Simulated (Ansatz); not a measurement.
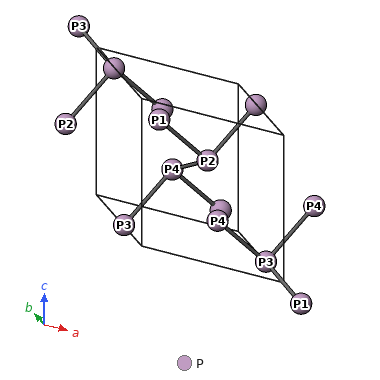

The system is P (Cmce, No. 64; 4 atoms in the cell); the picture shows the reference structure. 
- The cell is strained homogeneously, by one strain along x and y and another along z, with fractional coordinates fixed (x along [1 0 0], z along [0 0 1] of the conventional cell).
- Coordinates scanned: (1) strain along x and y; (2) strain along z.
- The scan uses a 5 × 5 grid.
- Energies: meV/atom, counted from the lowest grid point.
- Theory: Ansatz, DFT PBE, scalar-relativistic, plane waves, PAW. Settings: cutoff 420 eV, k-mesh 10×10×8 in the order of the run's cell vectors, gaussian smearing 0.03 eV, no spin polarisation.

Its coordinates:

```
CELL_PARAMETERS angstrom
1.65522 -5.64272 0.00000
1.65522 5.64272 0.00000
0.00000 0.00000 4.55777
ATOMIC_POSITIONS crystal
P 0.09407 0.90593 0.91372
P 0.59407 0.40593 0.58628
P 0.90593 0.09407 0.08628
P 0.40593 0.59407 0.41372
```

Range: strain along x and y from −3.0 to 3.0 %; strain along z from −3.0 to 3.0 %.

> Predict the map.

The lowest grid point is at strain along x and y = 0.0 %, strain along z = 0.0 %. It is the only kind of minimum in the scanned range. The highest grid point, strain along x and y = −3.0 %, strain along z = −3.0 %, lies 41.0 meV/atom above the lowest. Round the minimum the valley is somewhat tilted: raising strain along x and y shifts the best value of strain along z downwards (coupling k₁₂/√(k₁₁k₂₂) about 0.4).

```tsv
strain along z ↓, strain along x and y →	−3.0	−1.5	0.0	1.5	3.0
3.0	20.3	8.2	7.1	15.9	33.4
1.5	19.3	4.9	1.8	8.7	24.7
0.0	22.3	5.4	0.0	5.0	19.1
−1.5	29.5	9.8	1.9	4.7	16.8
−3.0	41.0	18.2	7.6	7.9	17.8
```

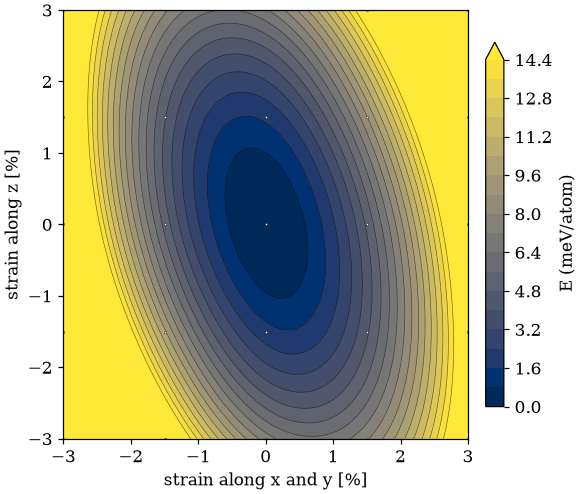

Drawn: filled contours, dots at the grid points, one colour for all values above the top of the scale. Between grid points the surface is interpolated.
